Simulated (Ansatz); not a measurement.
**Ga$_{16}$HO$_{24}$ (cell with a defect): density, localisation and related maps**

Input file:

```
crystal:
  lattice:
    - [0.0, 5.8400300424, 4.5408731728]
    - [-5.0576143756, -2.9200150212, 4.5408731728]
    - [5.0576143756, -2.9200150212, 4.5408731728]
  atoms:
    - { symbol: Ga, position: [0.8558438245, 0.8558438245, 0.8558438245], spin: 0.111 }
    - { symbol: Ga, position: [0.8558438245, 0.3558438245, 0.3558438245] }
    - { symbol: Ga, position: [0.3558438245, 0.3558438245, 0.8558438245] }
    - { symbol: Ga, position: [0.3558438245, 0.8558438245, 0.3558438245] }
    - { symbol: Ga, position: [0.6441561755, 0.6441561755, 0.6441561755] }
    - { symbol: Ga, position: [0.6441561755, 0.1441561755, 0.1441561755] }
    - { symbol: Ga, position: [0.1441561755, 0.1441561755, 0.6441561755] }
    - { symbol: Ga, position: [0.1441561755, 0.6441561755, 0.1441561755] }
    - { symbol: Ga, position: [0.1441561755, 0.1441561755, 0.1441561755], spin: 0.111 }
    - { symbol: Ga, position: [0.1441561755, 0.6441561755, 0.6441561755] }
    - { symbol: Ga, position: [0.6441561755, 0.6441561755, 0.1441561755] }
    - { symbol: Ga, position: [0.6441561755, 0.1441561755, 0.6441561755] }
    - { symbol: Ga, position: [0.3558438245, 0.3558438245, 0.3558438245] }
    - { symbol: Ga, position: [0.3558438245, 0.8558438245, 0.8558438245] }
    - { symbol: Ga, position: [0.8558438245, 0.8558438245, 0.3558438245] }
    - { symbol: Ga, position: [0.8558438245, 0.3558438245, 0.8558438245] }
    - { symbol: O, position: [0.5984364493, 0.25, 0.4015635507] }
    - { symbol: O, position: [0.5984364493, 0.75, 0.9015635507] }
    - { symbol: O, position: [0.0984364493, 0.75, 0.4015635507] }
    - { symbol: O, position: [0.0984364493, 0.25, 0.9015635507], spin: 0.111 }
    - { symbol: O, position: [0.25, 0.4015635507, 0.5984364493] }
    - { symbol: O, position: [0.25, 0.9015635507, 0.0984364493], spin: 0.111 }
    - { symbol: O, position: [0.75, 0.9015635507, 0.5984364493] }
    - { symbol: O, position: [0.75, 0.4015635507, 0.0984364493] }
    - { symbol: O, position: [0.4015635507, 0.5984364493, 0.25] }
    - { symbol: O, position: [0.4015635507, 0.0984364493, 0.75] }
    - { symbol: O, position: [0.9015635507, 0.0984364493, 0.25], spin: 0.111 }
    - { symbol: O, position: [0.9015635507, 0.5984364493, 0.75] }
    - { symbol: O, position: [0.4015635507, 0.75, 0.5984364493] }
    - { symbol: O, position: [0.4015635507, 0.25, 0.0984364493] }
    - { symbol: O, position: [0.9015635507, 0.25, 0.5984364493] }
    - { symbol: O, position: [0.9015635507, 0.75, 0.0984364493], spin: 0.111 }
    - { symbol: O, position: [0.5984364493, 0.4015635507, 0.75] }
    - { symbol: O, position: [0.5984364493, 0.9015635507, 0.25] }
    - { symbol: O, position: [0.0984364493, 0.9015635507, 0.75], spin: 0.111 }
    - { symbol: O, position: [0.0984364493, 0.4015635507, 0.25] }
    - { symbol: O, position: [0.75, 0.5984364493, 0.4015635507] }
    - { symbol: O, position: [0.75, 0.0984364493, 0.9015635507], spin: 0.111 }
    - { symbol: O, position: [0.25, 0.0984364493, 0.4015635507] }
    - { symbol: O, position: [0.25, 0.5984364493, 0.9015635507] }
    - { symbol: H, position: [0.0, 0.0, 0.0], spin: 0.111 }
  host:
    lattice:
      - [2.5288071878, 1.4600075106, 4.5408731728]
      - [-2.5288071878, 1.4600075106, 4.5408731728]
      - [0.0, -2.9200150212, 4.5408731728]
    atoms:
      - { symbol: Ga, position: [0.8558438245, 0.8558438245, 0.8558438245] }
      - { symbol: Ga, position: [0.6441561755, 0.6441561755, 0.6441561755] }
      - { symbol: Ga, position: [0.1441561755, 0.1441561755, 0.1441561755] }
      - { symbol: Ga, position: [0.3558438245, 0.3558438245, 0.3558438245] }
      - { symbol: O, position: [0.75, 0.4468728986, 0.0531271014] }
      - { symbol: O, position: [0.4468728986, 0.0531271014, 0.75] }
      - { symbol: O, position: [0.0531271014, 0.75, 0.4468728986] }
      - { symbol: O, position: [0.25, 0.5531271014, 0.9468728986] }
      - { symbol: O, position: [0.9468728986, 0.25, 0.5531271014] }
      - { symbol: O, position: [0.5531271014, 0.9468728986, 0.25] }
basis:
  ecutwfc: 420
  xc_grid: 2
kpoints:
  mp_grid: { grid: [2, 2, 2], shift: [0.5, 0.5, 0.5] }
hamiltonian:
  xc: pbe
scf:
  occupations: { method: gaussian, width: 0.01 }
output:
  forces: true
  stress: false
  eigenvalues: true
  populations: true
  charged_corrections:
    defect_position: [0.0, 0.0, 0.0]
    epsilon: [[14.0148, 0.0, 0.0], [0.0, 14.0148, 0.0], [0.0, 0.0, 21.0877]]
  write_density: true
  write_potential: true
  elf: true
  volumetric_format: npy
magnetization:
  spin_polarized: true
relax:
  adjacent_minimum: "off"
  f_tol: 0.025
  max_steps: 45
```

Launched as:

```sh
ansatz run input.yaml --threads 4 --pin off --max-ram 10240MiB --backend cpu --events-out ev --progress --plain --runs-dir out
```

The fields are those of the run's last geometry, not of the input's.

Spin-polarised.

Level of theory: DFT PBE, scalar-relativistic, plane waves, PAW (Ansatz).

Core electrons are frozen (PAW), and the valence fields are smoothed inside the atomic spheres.

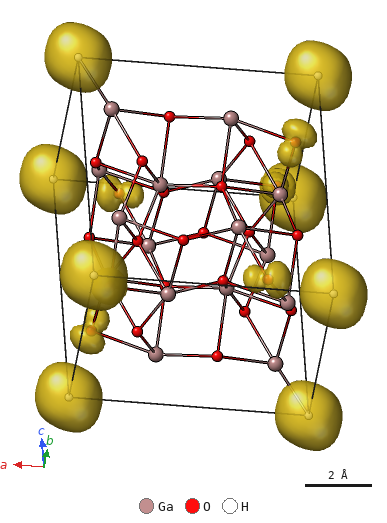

Figure 1. Isosurfaces of the magnetisation density (up minus down) at +0.02 (yellow) and −0.02 e/Å³ (cyan), seen at an oblique angle. Sticks mark near contacts.

Q: Describe the spin distribution.

A: The spin density sits on H: +0.5 μB in one cell of 41 atoms, with smaller moments on other sites: O (up to +0.06 μB): with much of the spin spread outside that site. The cell of the calculation (41 atoms) carries 1.0 μB of net spin moment. Only one sign reaches the isovalue.

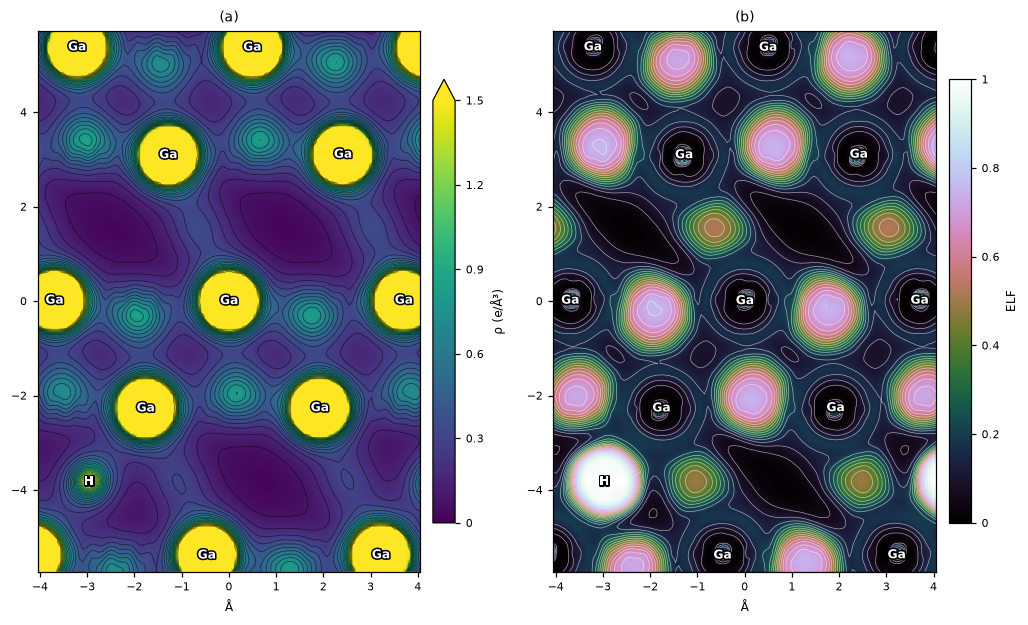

Figure 2. (a) valence charge density (pseudo); (b) ELF on the (011̄) plane of the calculation cell.

Q: Read the bonding off the picture.

A:
- The section cuts through Ga and H sites.
- Atoms just off the plane (O, 0.8 Å away) can leave unmarked features too.
- Ga–H (1.97 Å): ρ at the midpoint is about 0.35 e/Å³; the ELF climbs to about 1 towards the hydrogen.
- Between the atoms the lowest density in this plane is 0.03 e/Å³.

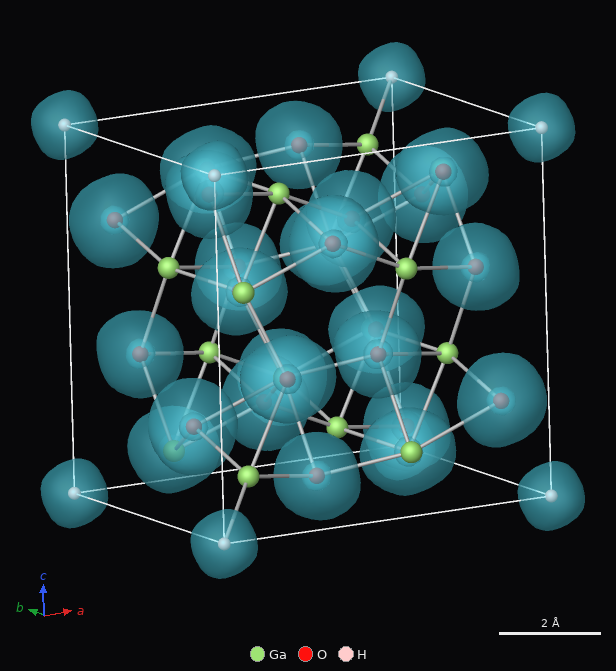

Figure 3. Isosurface of the ELF at 0.6 (cyan), seen slightly off an axis. Core shells and regions of very low density are left out. Sticks mark near contacts.

Q: What do the ELF domains correspond to?

A: The surface consists of one region around a hydrogen nucleus and 24 regions wrapped around O (the valence shell of each), counted in one cell of 41 atoms. Any copies at cell faces, edges or corners count once.


Ga–O (1.94 Å): the ELF peaks at about 0.85 in the valence shell of O, 0.6 Å from its nucleus, and is about 0.35 at the midpoint.

Q: Does the calculation make it a metal, or give it a gap?

A: It is gapped, with a Kohn–Sham gap of 1.5 eV on the k-point mesh, an upper bound to the gap of this method.
